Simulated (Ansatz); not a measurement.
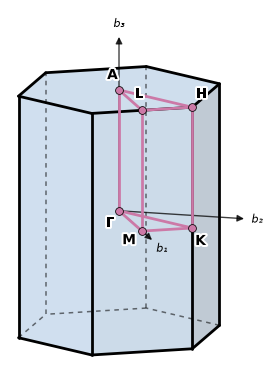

Crystal: Ru, coordinates from a relaxation with DFT PBEsol, scalar-relativistic, plane waves, PAW in Ansatz 0.2.0. The figure shows the first Brillouin zone with its special points and a band path. Symmetry computed with spglib at a tolerance of 0.002 Å; standard conventional cell.

Labels and path follow the convention of Hinuma et al. (2017), as computed by seekpath; the arrows show the directions of the reciprocal primitive vectors b₁, b₂, b₃.

> What lattice type do the shape and the labels point to?

A primitive hexagonal lattice (hP; extended symbol hP2). The zone is a hexagonal prism in its combinatorial type: 8 faces (6 with 4 edges, 2 with 6 edges), 18 edges, 12 vertices.

> Write the standard path through the labelled points.

Γ–M–K–Γ–A–L–H–A | L–M | H–K
